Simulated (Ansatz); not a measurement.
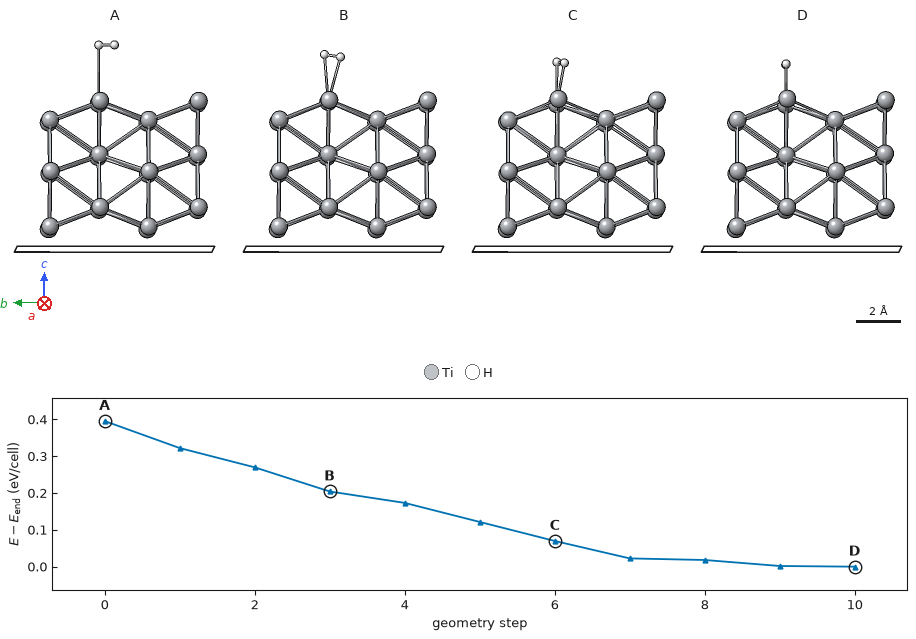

Frames of a constrained relaxation of a slab of composition Ti$_{12}$H (cut from the P6_3/mmc phase), marked on the history of the run. A ball-and-stick model of the cell of the calculation, outlined in the plane, without the vacuum (origin shifted), seen from a free direction.

Case: 1 H2 a cell, flat, over a top Ti site. The slab is the (1 0 0) face of Ti with H2 on it. 12 atoms are held fixed.

Level of theory: Ansatz, DFT PBE+D3(BJ), scalar-relativistic, plane waves, PAW. Settings: plane-wave cutoff 420 eV; k-point mesh 3 × 2 × 1; occupations gaussian; smearing width 0.1 eV; no spin polarisation; dipole correction; atoms relaxed in a fixed cell; force threshold 0.04 eV/Å; at most 100 steps.

Describe the path.

Answer. An H atom moves most: 1.18 Å at 40° to the normal (−c side). Largest moves by element: H 1.18 Å, Ti 0.09 Å. The cell stays as it was. Among the contacts that change: H–Ti 2.822 → 1.923 Å, H–Ti 2.720 → 1.924 Å, Ti–Ti 2.811 → 2.927 Å, H–H 0.750 → 0.846 Å. New bonds form: H–Ti (2.82 → 1.92 Å). Over 10 geometry steps the energy falls by 0.396 eV per cell of the calculation. Largest force component: 0.37 eV/Å at the start, 0.039 eV/Å at the end. From step 0 to 3: an H atom moves most (0.58 Å), energy −0.191 eV per cell of the calculation. From step 3 to 6: H atoms move most (0.49 Å), energy −0.134 eV per cell of the calculation. From step 6 to 10: an H atom moves most (0.34 Å), energy −69.9 meV per cell of the calculation.

```
step  E − E(0), meV/atom  largest force component, eV/Å
   0                0.00                         0.3678
   1               -2.82                         0.2114
   2               -4.84                         0.2597
   3               -7.36                         0.1884
   4               -8.55                         0.3755
   5              -10.54                         0.7280
   6              -12.53                         0.7209
   7              -14.36                         0.4672
   8              -14.52                         0.1614
   9              -15.15                         0.0963
  10              -15.22                         0.0390
```

Limits of the set-up: the periodic images lie only 5.8 Å apart, so the values are limited by the cell's size.
